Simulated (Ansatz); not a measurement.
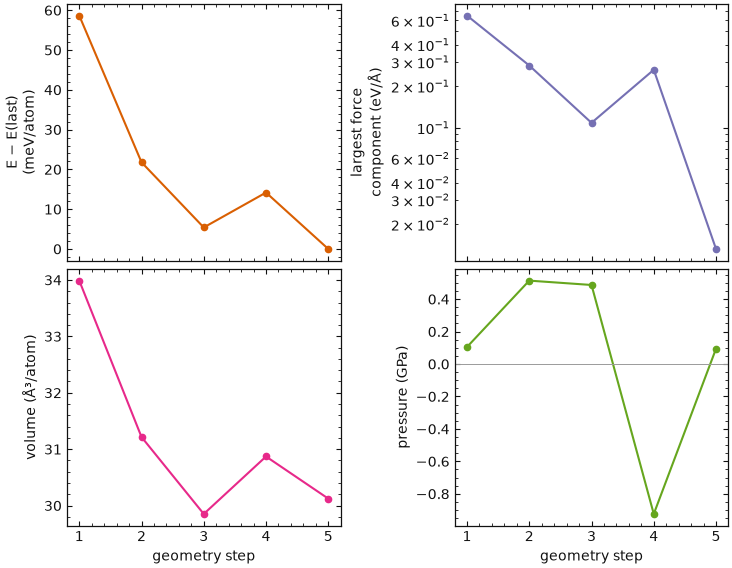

History of a geometry optimisation. Atoms and cell relax. A closing SCF on a freshly chosen basis isn't drawn.

System: Br (Cmce, 4 atoms in the cell).
Method: DFT PBEsol, scalar-relativistic, plane waves, PAW in Ansatz; cutoff 420 eV, 6×6×4 k-mesh, Gaussian smearing of 0.1 eV.

### How did it end, and what did it gain?

The optimisation met its thresholds at geometry 5, counting the start as the first. The energy fell by about 59 meV/atom from the first step to the last. Step 4 went uphill and was rejected by the line search. The largest force component goes from about 0.65 eV/Å at the start to 0.013 eV/Å at the end.

### Was the starting cell too large or too small?

The volume shrinks from 34.0 to 30.1 Å³ per atom (−11 %), overshooting to 29.9 at step 3, as the pressure goes from 0.11 GPa to about 0 GPa. The start was expanded.
